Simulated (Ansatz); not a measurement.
Consider AlRu.

```yaml
crystal:
  lattice:
    - [2.81520, -2.81520, 0.00000]
    - [0.00000, 2.81520, -2.81520]
    - [3.37824, 3.37824, 3.37824]
  atoms:
    - { symbol: Al, position: [0.00000, 0.00000, 0.00000] }
    - { symbol: Al, position: [0.66667, 0.33333, 0.33333] }
    - { symbol: Al, position: [0.33333, 0.66667, 0.66667] }
    - { symbol: Ru, position: [0.33333, 0.66667, 0.16667] }
    - { symbol: Ru, position: [0.00000, 0.00000, 0.50000] }
    - { symbol: Ru, position: [0.66667, 0.33333, 0.83333] }
```

Space group R-3m; computed pressure about 8 GPa in this cell; computed without spin polarisation.

Theory: DFT PBE, scalar-relativistic, plane waves, PAW in Ansatz 0.2.0.

### What can the converged valence pseudo-density and electron localisation function tell about the bonding?

Al–Ru (2.50 Å): the density is about 0.42 e/Å³ at the midpoint; the ELF is about 0.40 at the midpoint.

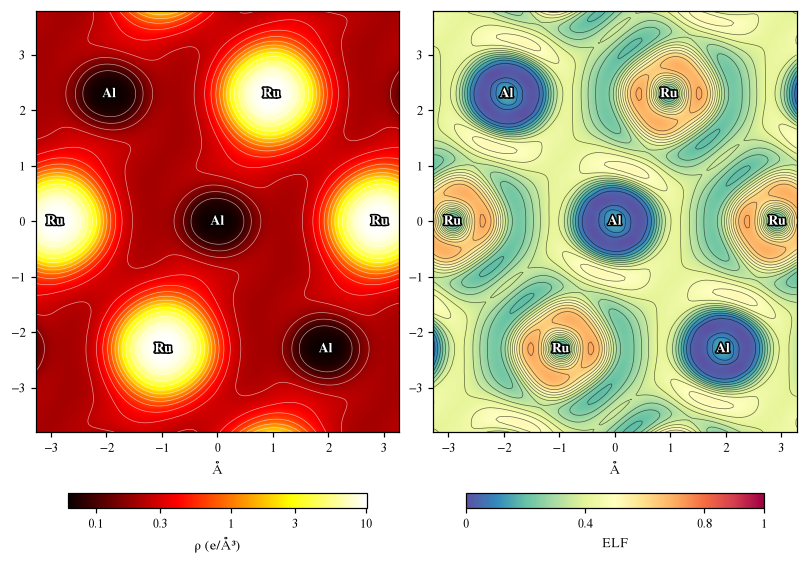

Computed valence pseudo-density and electron localisation function on the (110) plane of the conventional cell, in this order. 

Core electrons are frozen (PAW), and the valence fields are smoothed inside the atomic spheres.
